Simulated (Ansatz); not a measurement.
The compound is ZnO (space group Fm-3m, No. 225), taken as the geometry relaxed with DFT PBE, scalar-relativistic, plane waves, PAW (Ansatz); the starting structure was generated, so it need not be a known form of this composition.

```
CELL_PARAMETERS angstrom
4.32987 0.00000 0.00000
0.00000 4.32987 0.00000
0.00000 0.00000 4.32987
ATOMIC_POSITIONS crystal
Zn 0.00000 0.00000 0.00000
O 0.50000 0.00000 0.00000
Zn 0.00000 0.50000 0.50000
O 0.50000 0.50000 0.50000
Zn 0.50000 0.00000 0.50000
O 0.00000 0.00000 0.50000
Zn 0.50000 0.50000 0.00000
O 0.00000 0.50000 0.00000
```

Describe how the polyhedra about Zn are linked (bonds: O–Zn below 2.4 Å).

Zn: ZnO6 octahedron, sharing corners with six neighbours and edges with twelve neighbours.

They form a three-dimensional framework of corner- and edge-sharing octahedra.

Centre to centre across a shared corner: 4.33 Å; across a shared edge: 3.06 Å.

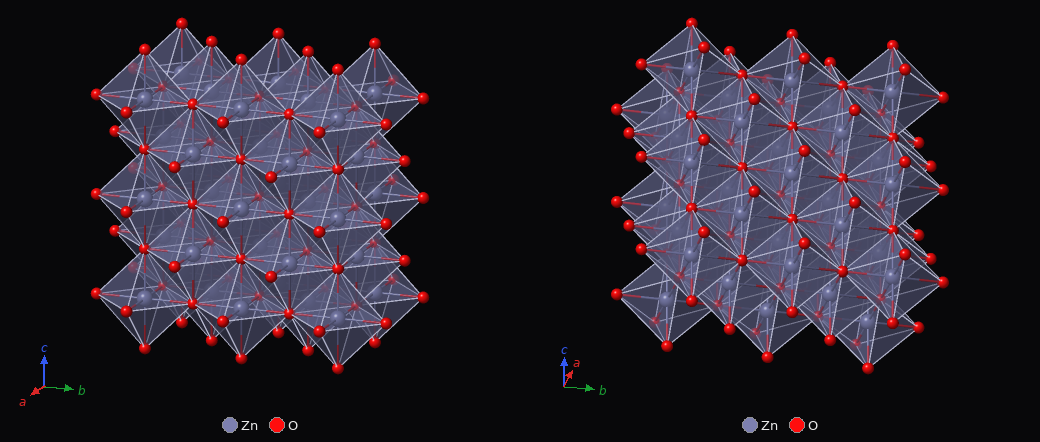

Polyhedra are drawn about Zn (bonds: O–Zn below 2.4 Å); other atoms are plain spheres. Two views of the same piece.
